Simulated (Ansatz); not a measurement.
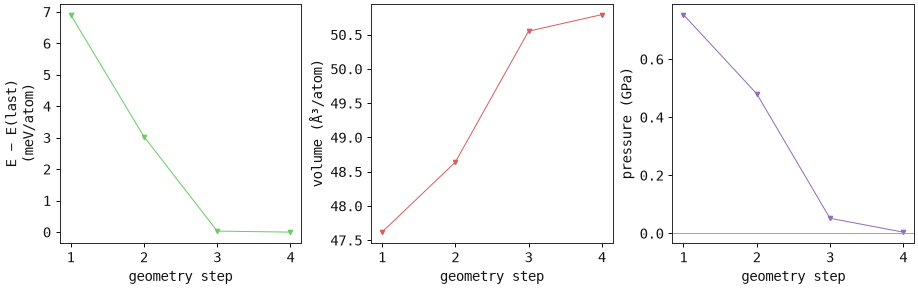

History of a geometry optimisation. Atoms and cell relax. A closing SCF on a freshly chosen basis isn't drawn.

CsI (Pm-3m, 2 atoms in the cell); DFT PBE, scalar-relativistic, plane waves, PAW (Ansatz); cutoff 420 eV, 6×6×6 k-mesh, Gaussian smearing of 0.02 eV.

Question: How did it end, and what did it gain?

Answer: The optimisation met its thresholds at geometry 4, counting the start as the first. The energy fell by about 6.9 meV/atom from the first step to the last. All forces vanish by symmetry, so only the cell moves.

Question: Was the starting cell too large or too small?

Answer: The volume grows from 47.6 to 50.8 Å³ per atom (+7 %), as the pressure goes from 0.75 GPa to about 0 GPa. The start was compressed.
